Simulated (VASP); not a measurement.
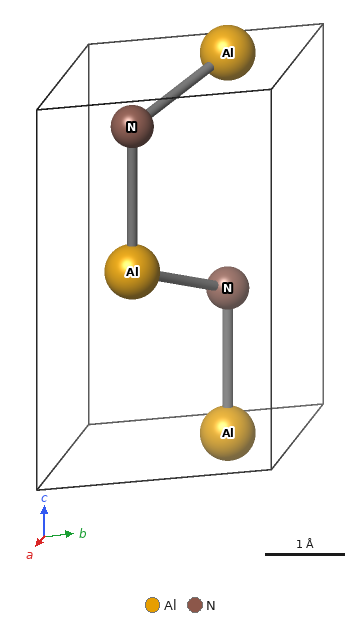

Fig. 1: The structure (ball-and-stick view of the cell of the calculation, seen slightly off an axis). An atom can appear more than once, as a periodic image. Near neighbours in the periodic cell (some may lie outside the picture): Al has 4 N at 1.90 to 1.91 Å; N has 4 Al at 1.90 to 1.91 Å.

## Born-charge calculation of AlN (part 1 of 2)

System: AlN (4 atoms in the cell).
Method: Kohn-Sham DFT of a periodic cell, PBE, VASP PAW PBE potentials, recommended, no spin polarisation (VASP 6.6.1).

The structure derives from an entry of the Crystallography Open Database.

OSZICAR:
```
N       E                     dE             d eps       ncg     rms          rms(c)
DAV:   1     0.499418182176E+02    0.49942E+02   -0.75970E+03   336   0.119E+03
DAV:   2    -0.306480192013E+02   -0.80590E+02   -0.73963E+02   512   0.220E+02
DAV:   3    -0.344308917178E+02   -0.37829E+01   -0.37688E+01   436   0.512E+01
DAV:   4    -0.344614334206E+02   -0.30542E-01   -0.30533E-01   376   0.538E+00
DAV:   5    -0.344618562861E+02   -0.42287E-03   -0.42283E-03   424   0.650E-01    0.121E+01
DAV:   6    -0.297739483067E+02    0.46879E+01   -0.17113E+01   400   0.314E+01    0.421E+00
DAV:   7    -0.297898767901E+02   -0.15928E-01   -0.61060E-01   360   0.633E+00    0.287E+00
DAV:   8    -0.297828501016E+02    0.70267E-02   -0.74142E-02   356   0.290E+00    0.478E-01
DAV:   9    -0.297784162368E+02    0.44339E-02   -0.18966E-02   416   0.103E+00    0.240E-01
DAV:  10    -0.297789725430E+02   -0.55631E-03   -0.22725E-03   376   0.361E-01    0.124E-01
[... 132 further cycles ...]
RMM:   4    -0.253311525805E+00   -0.13375E-02   -0.10107E-03   557   0.191E-01    0.232E-02
RMM:   5    -0.253478839175E+00   -0.16731E-03   -0.77794E-05   564   0.412E-02    0.760E-03
RMM:   6    -0.253571837206E+00   -0.92998E-04   -0.90670E-06   591   0.100E-02    0.234E-03
RMM:   7    -0.253559776731E+00    0.12060E-04    0.34495E-06   576   0.356E-03    0.474E-04
RMM:   8    -0.253561481059E+00   -0.17043E-05    0.55074E-08   601   0.496E-04    0.259E-04
RMM:   9    -0.253560805977E+00    0.67508E-06   -0.21748E-07   582   0.330E-04    0.345E-05
RMM:  10    -0.253561215785E+00   -0.40981E-06    0.62701E-09   595   0.768E-05    0.113E-05
RMM:  11    -0.253561175823E+00    0.39962E-07   -0.15337E-09   599   0.282E-05    0.437E-06
RMM:  12    -0.253561209273E+00   -0.33450E-07   -0.35845E-08   601   0.799E-06    0.923E-07
RMM:  13    -0.253561210863E+00   -0.15904E-08   -0.15570E-09   510   0.283E-06    0.445E-07
 Linear response finished
```

Parts of OUTCAR:
```
PREC = Accurate
   ENCUT = 520
   EDIFF = 1E-8
   ISMEAR = 0
   LREAL = F
   LASPH = T
   NELM = 80
   ISIF = 2
   GGA = PE
   LEPSILON = T
   IBRION = 8
   NSW = 1

 ion  position               nearest neighbor table
   1  0.333  0.667  0.999-   4 1.90   4 1.90   4 1.90   3 1.91   2 3.09   2 3.09   2 3.09   2 3.09
                             2 3.09   2 3.09
   2  0.667  0.333  0.499-   3 1.90   3 1.90   3 1.90   4 1.91   1 3.09   1 3.09   1 3.09   1 3.09
                             1 3.09   1 3.09
   3  0.333  0.667  0.381-   2 1.90   2 1.90   2 1.90   1 1.91
   4  0.667  0.333  0.881-   1 1.90   1 1.90   1 1.90   2 1.91

  LATTYP: Found a hexagonal cell.
 ALAT       =     3.1283790023
 C/A-ratio  =     1.6034953988

  Lattice vectors:

 A1 = (   3.1283790023,   0.0000000000,   0.0000000000)
 A2 = (  -1.5641895011,   2.7092556866,   0.0000000000)
 A3 = (   0.0000000000,   0.0000000000,   5.0163413358)

Analysis of symmetry for initial positions (statically):
=====================================================================
 Subroutine PRICEL returns:
 Original cell was already a primitive cell.

 Routine SETGRP: Setting up the symmetry group for a
 hexagonal supercell.

 Subroutine GETGRP returns: Found 12 space group operations
 (whereof  6 operations were pure point group operations)
 out of a pool of 24 trial point group operations.

The static configuration has the point symmetry C_3v.
 The point group associated with its full space group is C_6v.

Analysis of symmetry for dynamics (positions and initial velocities):
=====================================================================
 Subroutine PRICEL returns:
 Original cell was already a primitive cell.

 Routine SETGRP: Setting up the symmetry group for a
 hexagonal supercell.

 Subroutine GETGRP returns: Found 12 space group operations
 (whereof  6 operations were pure point group operations)
 out of a pool of 24 trial point group operations.

The dynamic configuration has the point symmetry C_3v.
 The point group associated with its full space group is C_6v.

 Subroutine INISYM returns: Found 12 space group operations
 (whereof  6 operations are pure point group operations),
 and found     1 'primitive' translations

----------------------------------------------------------------------------------------

                                     Primitive cell

  volume of cell :      42.5164

  direct lattice vectors                    reciprocal lattice vectors
     3.128379002  0.000000000  0.000000000     0.319654364  0.184552533  0.000000000
    -1.564189501  2.709255687  0.000000000     0.000000000  0.369105066  0.000000000
     0.000000000  0.000000000  5.016341336     0.000000000  0.000000000  0.199348476

  length of vectors
     3.128379002  3.128379000  5.016341336     0.369105066  0.369105066  0.199348476

  position of ions in fractional coordinates (direct lattice)
     0.333333330  0.666666670  0.999247975
     0.666666670  0.333333330  0.499247975
     0.333333330  0.666666670  0.380752025
     0.666666670  0.333333330  0.880752025

  ion indices of the primitive-cell ions
   primitive index   ion index
                 1           1
                 2           2
                 3           3
                 4           4

----------------------------------------------------------------------------------------

 KPOINTS: Automatic mesh

Automatic generation of k-mesh.
 Grid dimensions read from file:
 generate k-points for:    6    6    2

 Generating k-lattice:

  Cartesian coordinates                     Fractional coordinates (reciprocal lattice)
     0.053275727  0.030758756  0.000000000     0.166666667 -0.000000000  0.000000000
     0.000000000  0.061517511  0.000000000     0.000000000  0.166666667  0.000000000
     0.000000000  0.000000000  0.099674238     0.000000000  0.000000000  0.500000000

  Length of vectors
     0.061517511  0.061517511  0.099674238

  Shift w.r.t. Gamma in fractional coordinates (k-lattice)
     0.000000000  0.000000000  0.000000000

 Subroutine IBZKPT returns following result:
 ===========================================

 Found     14 irreducible k-points:

 Following reciprocal coordinates:
            Coordinates               Weight
  0.000000  0.000000  0.000000      1.000000
  0.166667  0.000000  0.000000      6.000000
  0.333333  0.000000  0.000000      6.000000
  0.500000  0.000000  0.000000      3.000000
  0.166667  0.166667  0.000000      6.000000
  0.333333  0.166667  0.000000     12.000000
  0.333333  0.333333  0.000000      2.000000
  0.000000  0.000000  0.500000      1.000000
  0.166667  0.000000  0.500000      6.000000
  0.333333  0.000000  0.500000      6.000000
  0.500000  0.000000  0.500000      3.000000
  0.166667  0.166667  0.500000      6.000000
  0.333333  0.166667  0.500000     12.000000
  0.333333  0.333333  0.500000      2.000000
   k-points           NKPTS =     14   k-points in BZ     NKDIM =     14   number of bands    NBANDS=     12
   number of dos      NEDOS =    301   number of ions     NIONS =      4
   total plane-waves  NPLWV =  23040
   dimension x,y,z NGX =    24 NGY =   24 NGZ =   40
   dimension x,y,z NGXF=    48 NGYF=   48 NGZF=   80
   ions per type =               2   2
   NGX,Y,Z   is equivalent  to a cutoff of  12.75, 12.75, 13.26 a.u.
   NGXF,Y,Z  is equivalent  to a cutoff of  25.51, 25.51, 26.51 a.u.
 SYSTEM =  unknown system
   PREC   = accura    normal or accurate (medium, high low for compatibility)
   ISTART =      0    job   : 0-new  1-cont  2-samecut
   ICHARG =      2    charge: 1-file 2-atom 10-const
   ISPIN  =      1    spin polarized calculation?
   LNONCOLLINEAR =      F non collinear calculations
   LSORBIT =      F    spin-orbit coupling
   LASPH  =      T    aspherical Exc in radial PAW
   ENCUT  =  520.0 eV  38.22 Ry    6.18 a.u.   5.82  5.82  9.33*2*pi/ulx,y,z
   NELM   =     80;   NELMIN=  2; NELMDL= -5     # of ELM steps
   EDIFF  = 0.1E-07   stopping-criterion for ELM
   LREAL  =      F    real-space projection
   EDIFFG = 0.1E-06   stopping-criterion for IOM
   NSW    =      1    number of steps for IOM
   IBRION =      8    ionic relax: 0-MD 1-quasi-New 2-CG
   NFREE  =      0    steps in history (QN), initial steepest desc. (CG)
   ISIF   =      2    stress and relaxation
   ISYM   =      2    0-nonsym 1-usesym 2-fastsym
   POTIM  = 0.5000    time-step for ionic-motion
   TEBEG  =    0.0;   TEEND  =   0.0 temperature during run
   PSTRESS=    0.0 pullay stress
   NELECT =      16.0000    total number of electrons
   NUPDOWN=      -1.0000    fix difference up-down
   EMIN   =  10.00;   EMAX   =-10.00  energy-range for DOS
   EFERMI =   0.00;   METHOD = LEGACY
   ISMEAR =     0;   SIGMA  =   0.02  broadening in eV -4-tet -1-fermi 0-gaus
   EFERMI_NEDOS =   21; number of points for ismear=-14 and -15
   IALGO  =     38    algorithm
   IMIX   =      4    mixing-type and parameters
     AMIX     =   0.40;   BMIX     =  1.00
     AMIX_MAG =   1.60;   BMIX_MAG =  1.00
  volume/ion in A,a.u.               =      10.63        71.73
  Fermi-wavevector in a.u.,A,eV,Ry     =   1.181942  2.233546 19.007147  1.396986
  Thomas-Fermi vector in A             =   2.318205
   LORBIT       =      0    0 simple, 1 ext, 2 COOP (PROOUT), +10 PAW based schemes
   GGA     = PE    functional components
   LHFCALC =     F    Hartree Fock is set to
   AEXX    =    0.0000 exact exchange contribution
   IVDW    =     0    specifies the selected vdW correction
   LEPSILON=     T    determine dielectric tensor
   LRPA    =     F    only Hartree local field effects (RPA)
 non-spin polarized calculation
 Gauss-broadening in eV      SIGMA  =   0.02
  energy-cutoff  :      520.00
  volume of cell :       42.52
 maximum number of plane-waves:      1170
 NGX is ok and might be reduce to    24
   NGX = 11   NGY = 11   NGZ = 19

--------------------------------------- Ionic step        1  -------------------------------------------

 number of electron      15.9999998 magnetization

 E-fermi :   6.0913     XC(G=0): -10.8334     alpha+bet :-15.6337

 val. band max:        5.9778969664   @ k =   0.0000   0.0000   0.0000
 cond. band min:      10.0351846594   @ k =   0.0000   0.0000   0.0000
 fundamental gap:      4.0572876930
 Fermi energy:         6.0912944432

 k-point     1 :       0.0000    0.0000    0.0000
  band No.  band energies     occupation
      1      -9.0973      2.00000
      2      -7.0108      2.00000
      3       0.0658      2.00000
      4       5.1346      2.00000
      5       5.1346      2.00000
      6       5.7769      2.00000
      7       5.7769      2.00000
      8       5.9779      2.00000
      9      10.0352      0.00000
     10      12.5024      0.00000
     11      16.4460      0.00000
     12      17.0186      0.00000

 k-point     2 :       0.1667    0.0000    0.0000
  band No.  band energies     occupation
      1      -8.7576      2.00000
      2      -6.8271      2.00000
      3       0.4763      2.00000
      4       3.7295      2.00000
      5       4.4894      2.00000
      6       4.7491      2.00000
      7       5.6949      2.00000
      8       5.8082      2.00000
      9      11.3173      0.00000
     10      13.5668      0.00000
     11      15.0784      0.00000
     12      15.6432      0.00000

 k-point     3 :       0.3333    0.0000    0.0000
  band No.  band energies     occupation
      1      -7.8828      2.00000
      2      -6.5008      2.00000
      3       1.5199      2.00000
      4       1.6251      2.00000
      5       2.6855      2.00000
      6       4.1672      2.00000
      7       5.1224      2.00000
      8       5.4360      2.00000
      9      12.1366      0.00000
     10      12.6296      0.00000
     11      13.7961      0.00000
     12      16.1620      0.00000

 k-point     4 :       0.5000    0.0000    0.0000
  band No.  band energies     occupation
      1      -7.1791      2.00000
      2      -6.5030      2.00000
      3       0.5983      2.00000
      4       1.8535      2.00000
      5       2.6810      2.00000
      6       3.9244      2.00000
      7       4.2331      2.00000
      8       5.2969      2.00000
      9      11.7421      0.00000
     10      11.7439      0.00000
     11      14.0144      0.00000
     12      16.1327      0.00000

 k-point     5 :       0.1667    0.1667    0.0000
  band No.  band energies     occupation
      1      -8.1441      2.00000
      2      -6.5654      2.00000
      3       1.2497      2.00000
      4       2.6390      2.00000
      5       2.6402      2.00000
      6       4.2976      2.00000
      7       5.0959      2.00000
      8       5.3953      2.00000
      9      12.6831      0.00000
     10      13.3910      0.00000
     11      14.4319      0.00000
     12      14.9749      0.00000

 [... the levels of 8 k-points are left out ...]

 k-point    14 :       0.3333    0.3333    0.5000
  band No.  band energies     occupation
      1      -6.6175      2.00000
      2      -6.6175      2.00000
      3       1.1976      2.00000
      4       1.1976      2.00000
      5       2.1870      2.00000
      6       2.1870      2.00000
      7       5.1879      2.00000
      8       5.1879      2.00000
      9      13.3398      0.00000
     10      13.3398      0.00000
     11      13.6953      0.00000
     12      13.6953      0.00000

  FORCE on cell =-STRESS in cart. coord.  units (eV):
  Direction    XX          YY          ZZ          XY          YZ          ZX
  --------------------------------------------------------------------------------------
  -------------------------------------------------------------------------------------
  Total       -0.0003101     -0.0003101     -0.0038491     -0.0000000      0.0000000      0.0000000
  in kB       -0.0116876     -0.0116876     -0.1450494     -0.0000000      0.0000000      0.0000000
  external PRESSURE =      -0.0561415 kB  Pullay stress =       0.0000000 kB

 VOLUME and BASIS-vectors are now :
 -----------------------------------------------------------------------------
  energy-cutoff  :      520.00
  volume of cell :       42.52
      direct lattice vectors                 reciprocal lattice vectors
     3.128379002  0.000000000  0.000000000     0.319654364  0.184552533  0.000000000
    -1.564189501  2.709255687  0.000000000     0.000000000  0.369105066  0.000000000
     0.000000000  0.000000000  5.016341336     0.000000000  0.000000000  0.199348476

 POSITION                                       TOTAL-FORCE (eV/Angst)
 -----------------------------------------------------------------------------------
     -0.00000      1.80617      5.01257        -0.000000      0.000000     -0.000564
      1.56419      0.90309      2.50440        -0.000000      0.000000     -0.000564
     -0.00000      1.80617      1.90998         0.000000      0.000000      0.000564
      1.56419      0.90309      4.41815        -0.000000      0.000000      0.000564
 -----------------------------------------------------------------------------------
    total drift:                               -0.000009      0.000005      0.000567

  FREE ENERGIE OF THE ION-ELECTRON SYSTEM (eV)
  ---------------------------------------------------
  free  energy   TOTEN  =       -29.7789071118 eV

  energy  without entropy=      -29.7789071118  energy(sigma->0) =      -29.77890711
```
